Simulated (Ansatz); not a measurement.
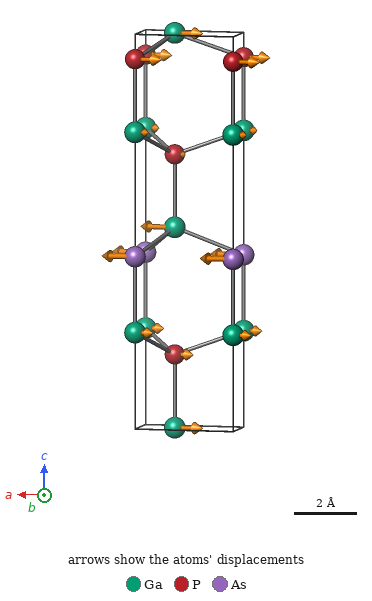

The lowest optical mode of solid Ga4AsP3 (a generated structure), space group P3m1 (No. 156), at the zone centre. The orange arrows are the displacements of the atoms (eigenvector over the root of the mass), of arbitrary overall length and sign. Style: ball-and-stick. Shown: the cell of the calculation, from a free direction.

Method: Ansatz 0.2.0, DFT PBE, scalar-relativistic, plane waves, PAW. Settings: plane-wave cutoff 420 eV; k-point mesh 12 × 12 × 2; occupations fixed; no spin polarisation.

Frequencies are those without the non-analytic (LO–TO) term.

Question: Is this crystal at a minimum with respect to the drawn distortion?

Answer: Yes: this softest mode has a real frequency, and so have all others here. That speaks for this wave vector alone: the rest of the zone wasn't checked in this run. This is the E mode (doubly degenerate; one member of the set is drawn) at 56 cm⁻¹, the lowest optical level, infrared- and Raman-active by symmetry. All motion is along a; it mainly bends the Ga–P, As–Ga bonds; the kinetic energy is shared as Ga 58 %, As 31 %, P 11 %.
